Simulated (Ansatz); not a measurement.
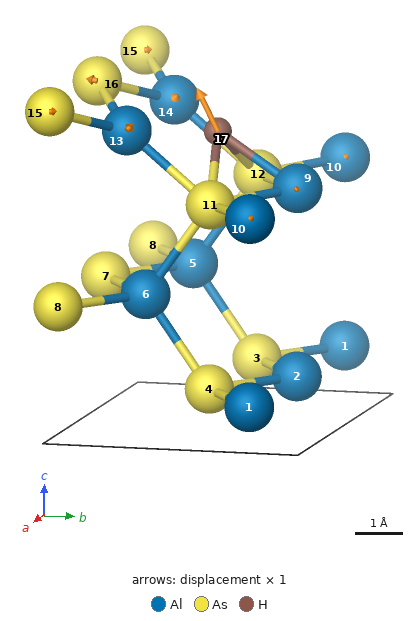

A constrained relaxation of a slab of composition Al$_{8}$As$_{8}$H (cut from the F-43m phase). The starting structure is drawn; orange arrows show the displacements, at their true length.

A ball-and-stick model of the cell of the calculation, outlined in the plane, without the vacuum (origin shifted), seen slightly off an axis.

Case: H put at a hollow Al-As-Al site. The slab is the (1 1 0) face of AlAs with H on it. 8 atoms are held fixed.

Computed with DFT PBE+D3(BJ), scalar-relativistic, plane waves, PAW in Ansatz 0.2.0.

Input file:
```yaml
crystal:
  lattice:
    - [8.0103882425, 0.0, 0.0]
    - [0.0, 5.6641998462, 0.0]
    - [0.0, 0.0, 25.0077911819]
  atoms:
    - { symbol: Al, position: [0.25, 0.5, 0.339894073] }
    - { symbol: Al, position: [0.75, 0.5, 0.339894073] }
    - { symbol: As, position: [0.5, 0.25, 0.339894073] }
    - { symbol: As, position: [0.0, 0.25, 0.339894073] }
    - { symbol: Al, position: [0.5, 0.0, 0.419972999] }
    - { symbol: Al, position: [0.0, 0.0, 0.419972999] }
    - { symbol: As, position: [0.75, 0.75, 0.419972999] }
    - { symbol: As, position: [0.25, 0.75, 0.419972999] }
    - { symbol: Al, position: [0.75, 0.5026793545, 0.5040166171] }
    - { symbol: Al, position: [0.25, 0.5026793545, 0.5040166171] }
    - { symbol: As, position: [0.0, 0.2538553376, 0.500533206] }
    - { symbol: As, position: [0.5, 0.2538553376, 0.500533206] }
    - { symbol: Al, position: [0.0, -0.0737321271, 0.5619772571] }
    - { symbol: Al, position: [0.5, -0.0737321271, 0.5619772571] }
    - { symbol: As, position: [0.25, 0.7170807001, 0.5897094335] }
    - { symbol: As, position: [0.75, 0.7170807001, 0.5897094335] }
    - { symbol: H, position: [0.75, 0.1898721486, 0.5505216462], spin: 1.0 }
basis:
  ecutwfc: 420
kpoints:
  mp_grid: { grid: [4, 5, 1] }
hamiltonian:
  xc: pbe
  dispersion: d3bj
scf:
  occupations: { method: gaussian, width: 0.05 }
output:
  forces: true
  eigenvalues: true
  populations: true
magnetization:
  spin_polarized: true
relax:
  adjacent_minimum: "off"
  f_tol: 0.03
  max_steps: 70
  constraints: [{ sites: [0, 1, 2, 3, 4, 5, 6, 7] }]
efield:
  axis: 3
  dipole_correction: true
  ramp_width: 0.04
```

Launched with:
```bash
ansatz run input.yaml --threads 4 --pin off --max-ram 10240MiB --backend cpu --events-out ev --progress --plain --runs-dir out
```

Describe the change and its energy.

The atom that moves furthest is H17 (1.04 Å at 27° to the normal (+c side)). By element the largest moves are H 1.04 Å, As 0.26 Å, Al 0.21 Å. The cell doesn't change. Near-neighbour distances that change, for instance: Al9–H17 2.119 → 3.065 Å, As11–H17 2.388 → 3.108 Å, Al13–H17 2.514 → 2.142 Å, Al13–As15 2.428 → 2.491 Å. Bond angles that change, for instance: Al13–As16–Al14 111.1° → 96.8°, As12–Al14–As15 123.9° → 115.3°, As12–Al14–As16 123.9° → 131.8°. The energy falls by 0.314 eV per cell of the calculation in 12 geometry steps. Largest force component: 0.32 eV/Å at the start, 0.014 eV/Å at the end. The program noted that the starting moments weren't kept. Cost: 8.7 min on 4 threads of Intel(R) Xeon(R) 6975P-C (Granite Rapids), with other jobs on the host, peak memory 3.2 GiB.

Limits of the set-up: the periodic images lie only 5.7 Å apart, so the values are limited by the cell's size.
